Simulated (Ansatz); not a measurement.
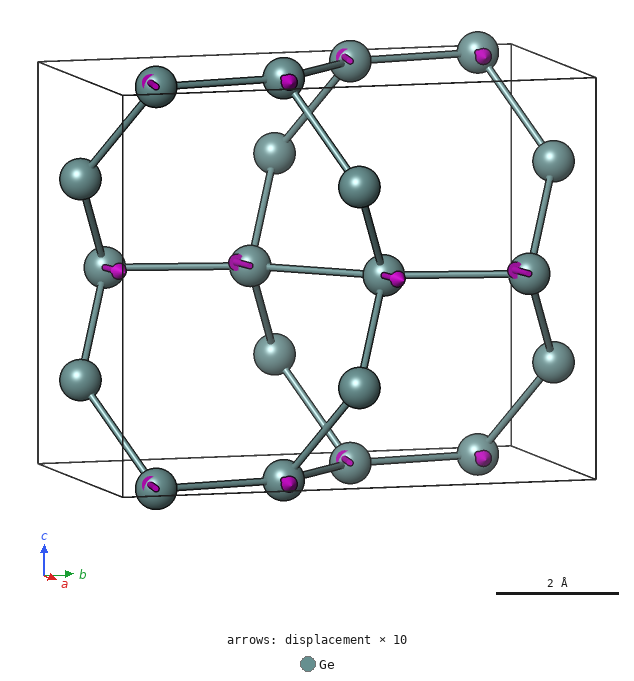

A relaxation of a crystal of Ge (a generated structure, set up in Cccm) (coarse preliminary run). The starting structure is drawn; purple arrows show the displacements (the part carried along by the change of the cell is left out), magnified 10 times.

The picture is a ball-and-stick view of the conventional cell (2 times the calculation's cell), seen slightly off an axis. Lengths and directions refer to the drawn axes.

All numbers below come from DFT PBE, scalar-relativistic, plane waves, PAW (Ansatz 0.2.0). Set-up: plane-wave cutoff 420 eV; k-point mesh 4 × 4 × 4; occupations gaussian; smearing width 0.1 eV; no spin polarisation; cell and atoms relaxed; force threshold 0.04 eV/Å; at most 70 steps.

**What happened in the run?**

The largest moves relative to the cell, 0.081 Å, are those of Ge atoms. The volume changes by +22.5 %, with a 4.741 → 4.699 Å (−0.9 %), b 8.153 → 8.948 Å (+9.7 %), c 6.670 → 7.508 Å (+12.6 %). Some distances before and after: Ge–Ge 2.546 → 2.780 Å, Ge–Ge 2.404 → 2.581 Å, Ge–Ge 2.363 → 2.498 Å. Bond angles that change, for instance: Ge–Ge–Ge 105.2° → 115.0°, Ge–Ge–Ge 90.2° → 82.6°, Ge–Ge–Ge 89.8° → 97.4°. The space group stays Cccm (No. 66). The energy falls by 1.198 eV per cell of the calculation in 5 accepted moves (9 points after the start). The largest force component goes from 0.57 to 0.0065 eV/Å. Pressure: 13.65 GPa at the start and 0.06 GPa at the end. The line search rejected the trial steps at points 4, 7 of the run. At 2 points the geometry stayed and the basis and grid were re-selected for the new cell (energy shift of 29.6 meV per cell of the calculation at most each time).
